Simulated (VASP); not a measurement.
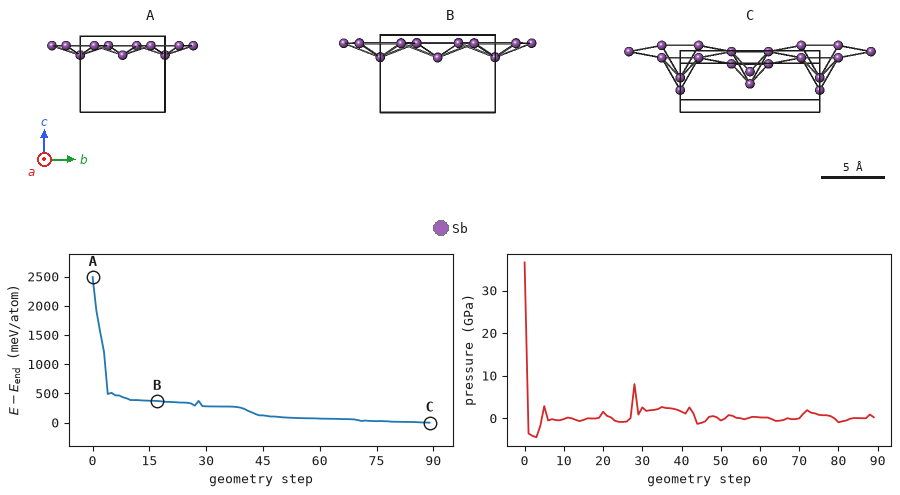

Frames of a relaxation of solid Sb (a generated structure, set up in Cm), marked on the history of the run. A ball-and-stick model of the conventional cell (2 times the calculation's cell), seen along the a axis. Lengths and directions refer to the drawn axes.

The run lets cell and atoms move.

Theory: Kohn-Sham DFT of a periodic cell, PBE, VASP PAW PBE potentials, recommended (VASP 6.6.1).

The input:
```
  PREC = Accurate
  ENCUT = 600
  EDIFF = 1E-6
  ISMEAR = 0
  SIGMA = 0.1
  LREAL = False
  LASPH = True
  NELM = 100
  ALGO = Normal
  ISIF = 3
  LWAVE = False
  LCHARG = False
  GGA = PE
  IBRION = 2
  NSW = 90
  EDIFFG = -0.04
```

Launched with:
```bash
cat potpaw_PBE.64/Sb/POTCAR > POTCAR
mpirun -np 1 vasp_std > vasp.out
```

What happens along the run?

Answer. The relaxation stopped without meeting its thresholds, so the last structure isn't shown to be converged. After 89 geometry steps the energy has fallen by 2492 meV per atom. Largest force component: 6.4 eV/Å at the start, 0.14 eV/Å at the end. The pressure goes from 36.57 to 0.25 GPa. The largest move relative to the cell is that of a Sb atom, 1.09 Å along [−1 0 −3]. The volume changes by −17.9 %, with a 5.644 → 4.253 Å (−24.6 %), b 6.742 → 11.091 Å (+64.5 %), c 6.503 → 3.997 Å (−38.5 %), β 111.9° → 90.0°. Among the contacts that change: Sb–Sb 7.162 → 3.463 Å, Sb–Sb 5.480 → 3.021 Å, Sb–Sb 2.431 → 4.578 Å, Sb–Sb 2.655 → 3.528 Å. Bonds break, among them: Sb–Sb (2.43 → 4.58 Å). Bond angles that change, for instance: Sb–Sb–Sb 136.6° → 78.4°, Sb–Sb–Sb 111.7° → 140.8°. The space group stays Cm (No. 8). The volume changes by over a tenth within one run on a fixed set of plane waves, so the end point should be relaxed again from the new cell. From step 0 to 17: a Sb atom moves most (0.24 Å), volume +31.3 %, energy −2120 meV per atom. From step 17 to 89: a Sb atom moves most (0.92 Å), volume −37.5 %, energy −372 meV per atom.

```csv
step,"E − E(0), meV/atom","largest force component, eV/Å","pressure, GPa","volume, Å³/atom"
0,0.00,6.3865,36.57,38.275
1,-577.66,1.1224,-3.55,101.163
2,-941.82,1.1605,-4.12,89.293
3,-1277.76,1.1054,-4.43,79.641
4,-2001.79,0.5665,-1.79,57.142
5,-1981.06,1.0850,2.86,50.404
6,-2025.33,0.5718,-0.51,54.643
7,-2026.46,0.5691,-0.18,54.109
8,-2057.32,0.4397,-0.42,53.788
9,-2075.79,0.3026,-0.45,53.446
10,-2104.86,0.2182,-0.17,52.648
14,-2113.57,0.0658,-0.65,52.430
18,-2126.07,0.1205,-0.04,49.000
22,-2142.70,0.1505,0.25,44.127
27,-2201.07,0.3416,0.06,38.309
31,-2214.43,0.7372,1.75,35.971
35,-2216.13,1.0336,2.67,34.909
39,-2234.33,0.9481,1.98,35.012
43,-2343.86,0.8101,1.21,33.845
47,-2386.94,0.3433,0.34,34.171
52,-2407.03,0.2302,0.76,33.526
56,-2416.19,0.1628,-0.22,33.854
60,-2422.54,0.0907,0.23,34.395
64,-2426.72,0.0737,-0.61,36.119
68,-2432.39,0.2917,-0.19,36.110
72,-2456.21,0.7920,1.92,32.936
77,-2467.10,0.4652,0.72,33.510
81,-2477.45,0.1539,-0.69,34.275
85,-2481.47,0.1823,0.06,33.430
89,-2492.26,0.1433,0.25,31.426
```
